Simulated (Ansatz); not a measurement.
# Run report: WSi$_{2}$, geometry relaxation (part 1 of 2)

WSi$_{2}$ (I4/mmm, 3 atoms in the cell), computed with DFT LDA, scalar-relativistic, plane waves, PAW, no spin polarisation (Ansatz 0.2.0).

The structure derives from a Materials Project entry. Figures and captions count atoms from 1; the log counts them from 0 in places.

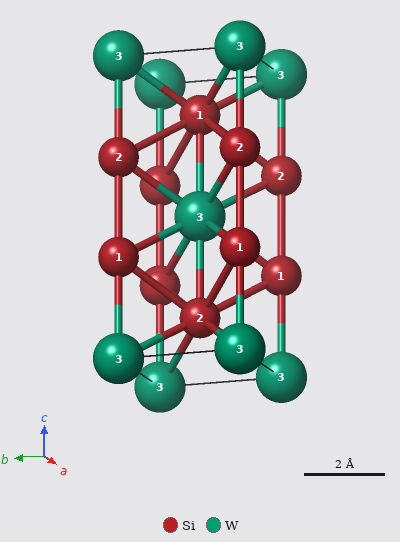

The starting structure (ball-and-stick view of the cell 2 times as large as that of the calculation, set on its symmetry axes, seen at an oblique angle; atoms are numbered from 1 in the order of the input). An atom can appear more than once, as a periodic image. Near neighbours in the periodic cell (some may lie outside the picture): Si has 5 Si at 2.57 to 2.63 Å and 5 W at 2.61 Å; W has 10 Si at 2.61 Å.

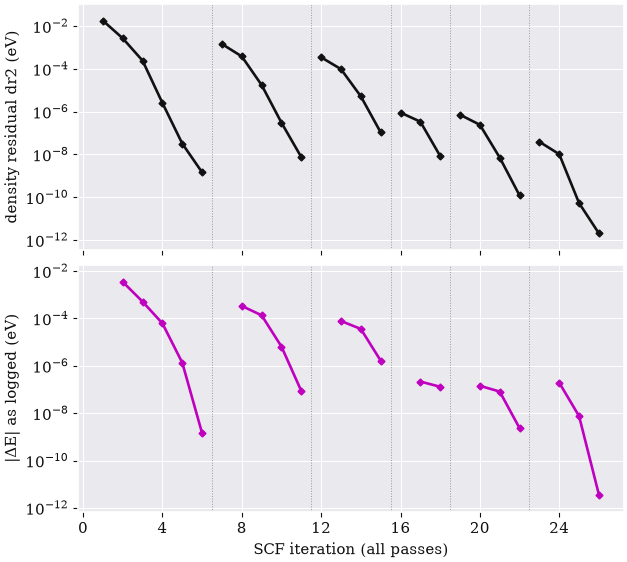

Convergence of the self-consistent field: density residual dr2 and size of the energy change against the SCF iteration. The dotted lines part the SCF passes of the relaxation: geometry steps, rejected trials and re-solves on a re-selected basis. The 6 passes take 3 to 6 iterations each, 26 in all.

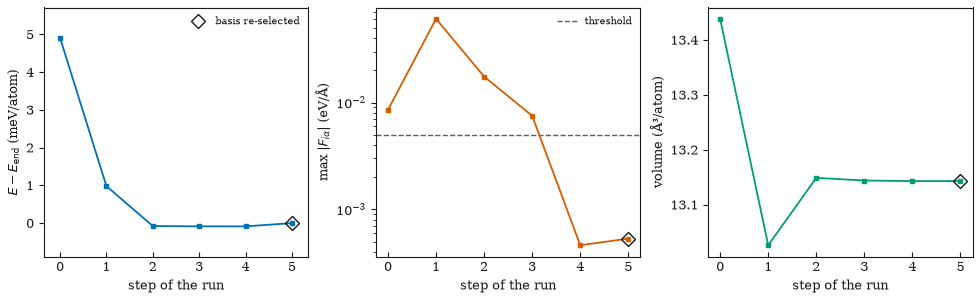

Progress of the relaxation, step by step (the first geometry is step 0 here and step 1 in the log).

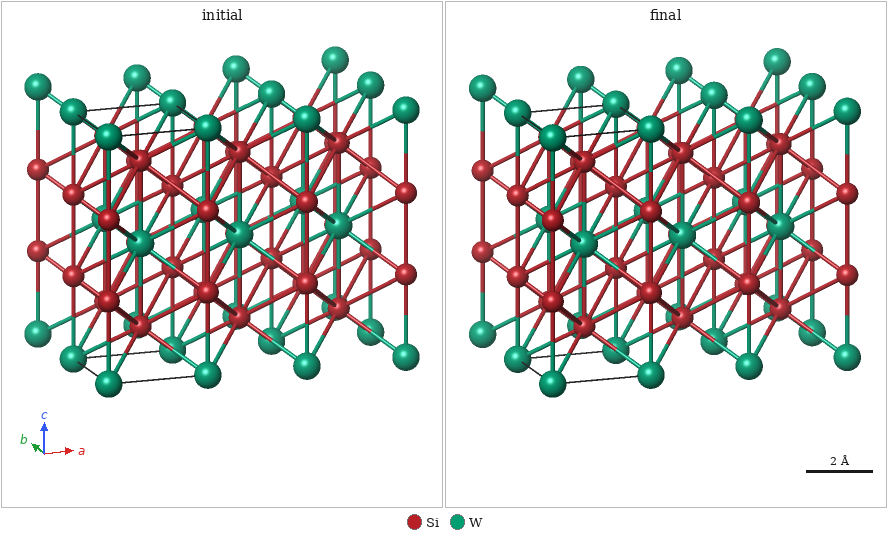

Before (left) and after (right) the relaxation, at one scale (ball-and-stick view of the cell 2 times as large as that of the calculation, set on its symmetry axes, repeated 3 × 2 × 1, seen slightly off an axis). The energy falls by 5.0 meV per atom in 4 geometry steps. The largest force component goes from 0.0085 to 0.00053 eV/Å. Pressure: −4.98 GPa at the start and −0.01 GPa at the end. No atom moves by more than 0.005 Å relative to the cell. The drawn cell changes as follows: a = b 3.215 → 3.185 Å (−0.9 %), c 7.802 → 7.772 Å (−0.4 %); the volume changes by −2.2 %. Distances before and after: Si1–Si2 2.632 → 2.609 Å, Si1–W3 2.612 → 2.593 Å. The space group stays I4/mmm (No. 139). A last SCF at the same geometry on a re-selected plane-wave basis shifts the energy by +0.1 meV per atom. (Atoms are counted from 1 in the order of the input.)

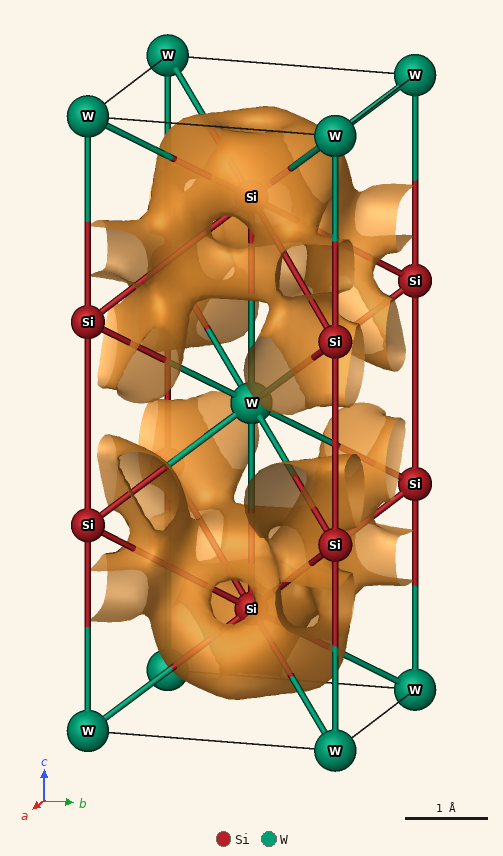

Isosurface of the ELF at 0.55 (orange), seen slightly off an axis. Core shells and regions of very low density are left out. Sticks mark near contacts. The outline is the cell set on symmetry axes. The ELF exceeds this value in sheets that run through the cell in two directions, counted in one cell of 6 atoms. Profiles from the grid: Si–Si (2.57 Å): the ELF is about 0.45 at the midpoint. Si–W (2.59 Å): the ELF is about 0.45 at the midpoint. The fields are those of the smooth PAW valence density.

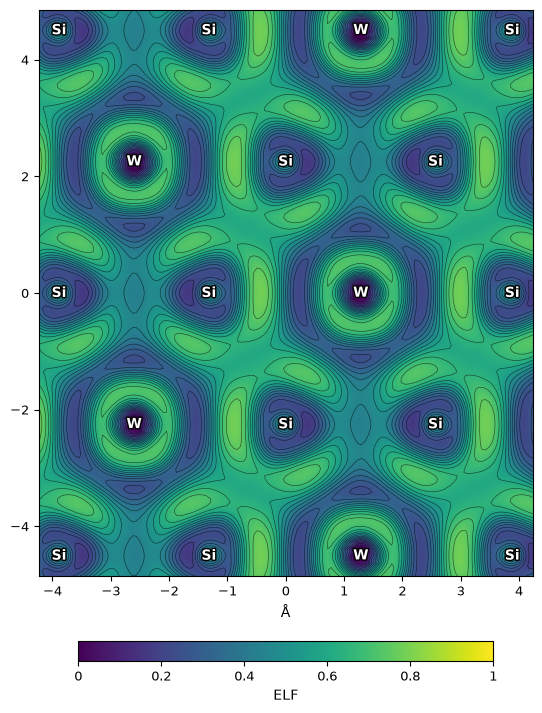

Electron localisation function on the (11̄0) plane of the conventional cell. Si–Si (2.57 Å): the ELF is about 0.45 at the midpoint. Si–W (2.59 Å): the ELF is about 0.45 at the midpoint. The strong features right at W lie inside the PAW spheres (semicore, d or f shells) and say nothing about bonding.

The input that produced these results follows, with the program's output.

Input
```yaml
crystal:
  lattice:
    - [-1.60736667, 1.60736667, 3.90103192]
    - [1.60736667, -1.60736667, 3.90103192]
    - [1.60736667, 1.60736667, -3.90103192]
  atoms:
    - { symbol: Si, position: [0.33498984, 0.33498984, 0.0] }
    - { symbol: Si, position: [0.66501016, 0.66501016, 0.0] }
    - { symbol: W, position: [0.0, 0.0, 0.0] }
basis:
  ecutwfc: 420
kpoints:
  mp_grid: { grid: [18, 18, 18] }
hamiltonian:
  xc: lda
scf:
  occupations: { method: gaussian, width: 0.1 }
output:
  forces: true
  stress: true
  eigenvalues: true
  write_density: true
  write_potential: true
  elf: true
  volumetric_format: npy
relax:
  adjacent_minimum: "off"
  f_tol: 0.005
  max_steps: 80
  cell: { stress_tol: 0.05 }
```

Launch command:
```bash
ansatz run input.yaml --threads 8 --pin off --max-ram 28672MiB --backend cpu --events-out ev --progress --plain --runs-dir out
```

Output
```
Engine: ansatz 0.2.0, x86_64-unknown-linux-gnu
Pseudopotentials: kind: paw
Pseudopotential: Si, paw, valence charge 4, recommended cutoff 420 eV (normal), Si.paw.azcp
Pseudopotential: W, paw, valence charge 14, recommended cutoff 420 eV (normal), W.paw.azcp
Functional definition: SPW92
  exchange = slater_x
  correlation = pw_c
Crystal: 3 atoms, lattice volume = 40.315 Å³
Basis set: ecut = 420 eV, 785 PW (Γ)
Bands: 15, of which v1, the nominal top of the filled ones, is band 11 counted from 1 (10 counted from 0)
Symmetry: 16 space group operations
Space group: I4/mmm (ITA 139), of the structure as read, at distance tolerance 3.4e-5 Å
k-points: 480 of 5832
Non-local potential: Si, projectors of the file, l = 0: 2, l = 1: 2, l = 2: 2
Non-local potential: W, projectors of the file, l = 0: 3, l = 1: 2, l = 2: 2, l = 3: 1
PAW form: soft (Blöchl's): semilocal exchange-correlation on the pseudo side does not see the compensation charge
PAW frozen core: Si, regenerated for the run's functional, and the local potential with it (the file was generated under x = pbe(κ = 0.804, μ = 0.2195149727645171), c = pbe(β = 0.06672455060314922))
PAW frozen core: W, regenerated for the run's functional, and the local potential with it (the file was generated under x = pbe(κ = 0.804, μ = 0.2195149727645171), c = pbe(β = 0.06672455060314922))
PAW one-centre angular grid: Si, 110 points (default); XC on 64 Gauss nodes
PAW one-centre angular grid: W, 590 points (default); XC on 64 Gauss nodes
Initial density: superposition of atomic densities (neutral atoms: chi_scale 0, normalization atom), corrected by the library's trained network
Initial wavefunctions: pseudopotential atomic-orbital guess
Functional: x = slater, c = lda
SCF iter   1: F=—  HF=-11348.451885 eV  |F-HF|=—  |Δ(HF+E_count)|=         —  Δρ=6.67e-3  dr2=1.79e-2  ethr=1.77e-3  ⟨swp⟩=5.0  Hψ=41612  notcnv=0
preconditioner: auto → Kerker (q_TF=auto, 2.466 Å⁻¹)  [metal: Δε(μ)=0.058 eV  Ē_g=8.074 eV  σ=0.100 eV  W_gap=0.30  n_scr=10 (ndim 8)  ℏωp=21.9 eV  f_vac=0.000  D(μ)=0.18/eV (n_scr^D=0)]
SCF iter   2: F=—  HF=-11348.448385 eV  |F-HF|=—  |Δ(HF+E_count)|=   3.50e-3  Δρ=3.37e-3  dr2=2.68e-3  ethr=8.12e-5  ⟨swp⟩=1.0  Hψ=11045  notcnv=0
SCF iter   3: F=—  HF=-11348.447873 eV  |F-HF|=—  |Δ(HF+E_count)|=   5.11e-4  Δρ=1.02e-3  dr2=2.41e-4  ethr=1.22e-5  ⟨swp⟩=2.2  Hψ=9267  notcnv=0
SCF iter   4: F=—  HF=-11348.447812 eV  |F-HF|=—  |Δ(HF+E_count)|=   6.18e-5  Δρ=9.07e-5  dr2=2.55e-6  ethr=1.10e-6  ⟨swp⟩=2.2  Hψ=10594  notcnv=0
SCF iter   5: F=—  HF=-11348.447810 eV  |F-HF|=—  |Δ(HF+E_count)|=   1.35e-6  Δρ=1.14e-5  dr2=3.21e-8  ethr=1.16e-8  ⟨swp⟩=2.4  Hψ=10043  notcnv=0
SCF iter   6: F=-11348.447810 eV  HF=-11348.447810 eV  |F-HF|=4.69e-10  |Δ(HF+E_count)|=   1.42e-9  Δρ=2.00e-6  dr2=1.46e-9  ethr=1.46e-10  ⟨swp⟩=5.9  Hψ=40932  notcnv=0
SCF 1 converged in 6 iterations: F = -11348.447810 eV  dr2 = 1.46e-9
  greatest PAW one-centre occupation: 1.000 electrons in one spin orbital (limit 2), on the W atom at site 2 (counted from 0), in its partial waves of l = 0
relax step   1: F+E_penalty+E_count = -11348.44781028 eV  Δ(F+E_penalty+E_count) = +0.000e0 eV  max|allowed force component| = 8.545e-3 eV/Å  Δτ_max = 0.0000 Å  P = -4.982 GPa  Ω = 40.315 Å³  (6 SCF iters, dr2 threshold 1.00e-7 eV, accepted)
Crystal: 3 atoms, lattice volume = 39.078 Å³
Basis set: ecut = 420 eV, 769 PW (Γ)
Initial density: handed on by an earlier stage of this run
Initial wavefunctions: those handed on with the density
iter 1 solved again at ethr=5.93e-6 eV; its pass at ethr=3.10e-3 eV (dr2=1.31e-3 eV) is discarded
SCF iter   1: F=—  HF=-11348.460084 eV  |F-HF|=—  |Δ(HF+E_count)|=         —  Δρ=1.55e-3  dr2=1.45e-3  ethr=5.93e-6  ⟨swp⟩=1.6  Hψ=44929  notcnv=0
preconditioner: auto → Kerker (q_TF=auto, 2.479 Å⁻¹)  [metal: Δε(μ)=0.074 eV  Ē_g=8.307 eV  σ=0.100 eV  W_gap=0.39  n_scr=10 (ndim 8)  ℏωp=22.2 eV  f_vac=0.000  D(μ)=0.17/eV (n_scr^D=0)]
SCF iter   2: F=—  HF=-11348.459746 eV  |F-HF|=—  |Δ(HF+E_count)|=   3.37e-4  Δρ=8.43e-4  dr2=3.82e-4  ethr=5.93e-6  ⟨swp⟩=1.1  Hψ=7476  notcnv=0
SCF iter   3: F=—  HF=-11348.459610 eV  |F-HF|=—  |Δ(HF+E_count)|=   1.36e-4  Δρ=1.77e-4  dr2=1.76e-5  ethr=1.74e-6  ⟨swp⟩=2.6  Hψ=10529  notcnv=0
SCF iter   4: F=—  HF=-11348.459604 eV  |F-HF|=—  |Δ(HF+E_count)|=   6.48e-6  Δρ=2.93e-5  dr2=3.04e-7  ethr=1.36e-9  ⟨swp⟩=8.8  Hψ=57056  notcnv=0
SCF iter   5: F=-11348.459604 eV  HF=-11348.459604 eV  |F-HF|=3.29e-9  |Δ(HF+E_count)|=   8.62e-8  Δρ=4.48e-6  dr2=7.49e-9  ethr=1.36e-9  ⟨swp⟩=8.8  Hψ=43020  notcnv=0
SCF 2 converged in 5 iterations: F = -11348.459604 eV  dr2 = 7.49e-9
relax step   2: F+E_penalty+E_count = -11348.45960387 eV  Δ(F+E_penalty+E_count) = -1.179e-2 eV  max|allowed force component| = 6.075e-2 eV/Å  Δτ_max = 0.0005 Å  P = +2.147 GPa  Ω = 39.078 Å³  energy of the carried Pulay correction = +4.004e-4 eV  (5 SCF iters, dr2 threshold 3.00e-7 eV, accepted)
Crystal: 3 atoms, lattice volume = 39.447 Å³
iter 1 solved again at ethr=1.26e-6 eV; its pass at ethr=3.10e-3 eV (dr2=2.78e-4 eV) is discarded
```
